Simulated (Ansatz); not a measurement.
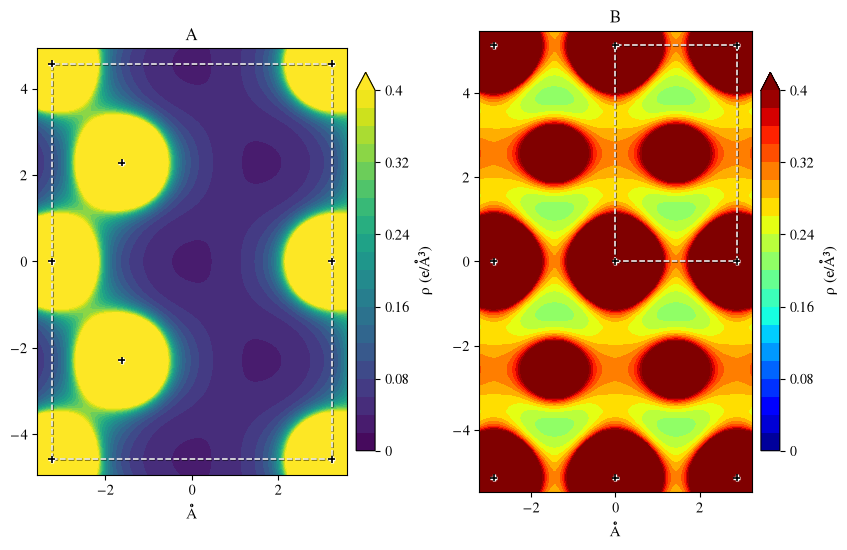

The valence electron density of 2 systems, each on a plane through atoms (crosses mark nuclei in the plane).

Level of theory: DFT, r2SCAN, plane waves (500 eV) with PAW, scalar-relativistic in Ansatz 0.2.0.

System 1: Ta, the (100) plane of the conventional cell. Space group P6₃/mmc; set up as Ta, hcp; a generated structure, not necessarily the stable one.

```yaml
crystal:
  lattice:
    - [2.88577, 0.00000, 0.00000]
    - [-1.44288, 2.49915, 0.00000]
    - [0.00000, 0.00000, 5.12806]
  atoms:
    - { symbol: Ta, position: [0.33333, 0.66667, 0.25000] }
    - { symbol: Ta, position: [0.66667, 0.33333, 0.75000] }
```

System 2: Zr, the (110) plane of the conventional cell. Space group Fd-3m; set up as Zr, diamond; a generated structure, not necessarily the stable one; changed on purpose from its base cell (volume × 0.92); computed pressure about 2 GPa in this cell; spin-polarised.

```
Zr
1.0
     6.47712    0.00000    0.00000
     0.00000    6.47712    0.00000
     0.00000    0.00000    6.47712
Zr
8
Direct
  0.75000 0.25000 0.25000
  0.25000 0.75000 0.25000
  0.25000 0.25000 0.75000
  0.75000 0.75000 0.75000
  0.50000 0.00000 0.00000
  0.00000 0.50000 0.00000
  0.00000 0.00000 0.50000
  0.50000 0.50000 0.50000
```

Match each panel to its system.

Answer. Panel A is system 2, Zr: the plane holds Zr. Zr–Zr (2.80 Å): ρ at the midpoint is about 0.32 e/Å³. Panel B is system 1, Ta: the plane holds Ta. Ta–Ta (2.89 Å): the density is about 0.3 e/Å³ at the midpoint.
